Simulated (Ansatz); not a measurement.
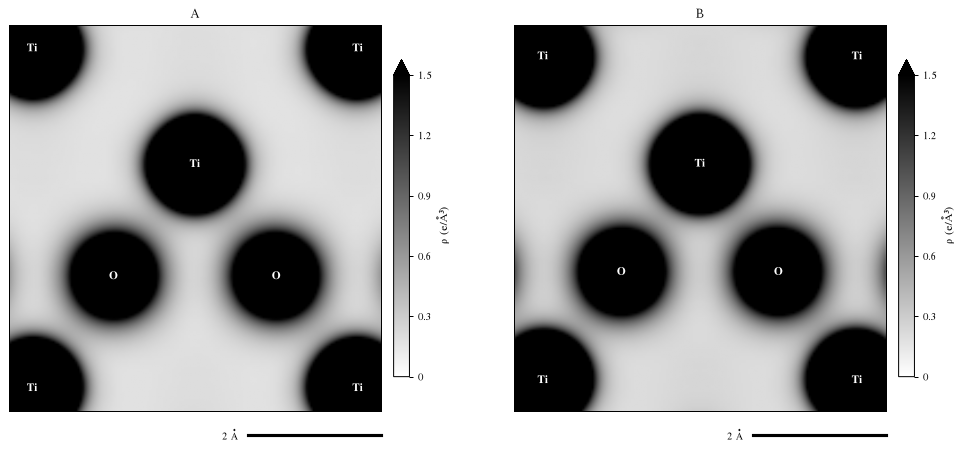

Ti3O. The valence charge density (pseudo) of two cells that differ in size and shape, on the (11̄0) plane of each (indices in the axes of the calculation cell), at one length scale and on one colour scale; one has 12.2 and the other 14.0 Å³ an atom.

Theory: Ansatz 0.2.0, DFT PBEsol, scalar-relativistic, plane waves, PAW.

In a PAW calculation such maps are meaningful between the atoms, not at the nuclei.

The larger cell:

```yaml
crystal:
  lattice:
    - [5.12685, 0.00000, 0.00000]
    - [-2.56342, 4.43998, 0.00000]
    - [0.00000, 0.00000, 4.91119]
  atoms:
    - { symbol: Ti, position: [0.00000, 0.67029, 0.75000] }
    - { symbol: Ti, position: [0.00000, 0.32971, 0.25000] }
    - { symbol: Ti, position: [0.67029, 0.00000, 0.75000] }
    - { symbol: Ti, position: [0.67029, 0.67029, 0.25000] }
    - { symbol: Ti, position: [0.32971, 0.32971, 0.75000] }
    - { symbol: Ti, position: [0.32971, 0.00000, 0.25000] }
    - { symbol: O, position: [0.00000, 0.00000, 0.50000] }
    - { symbol: O, position: [0.00000, 0.00000, 0.00000] }
```

The smaller cell: a = 4.886 Å, b = 4.886 Å, c = 4.740 Å, α = 90.00°, β = 90.00°, γ = 120.00°.

Question: Which panel shows the smaller cell, and what does the compression change?

Answer: Panel B is the smaller cell, by 12 % in volume. From the larger cell to the smaller, Ti–O goes from 2.09 to 2.02 Å, and the density at its midpoint from 0.48 to 0.57 e/Å³; the pressure goes from −6 to 17 GPa.
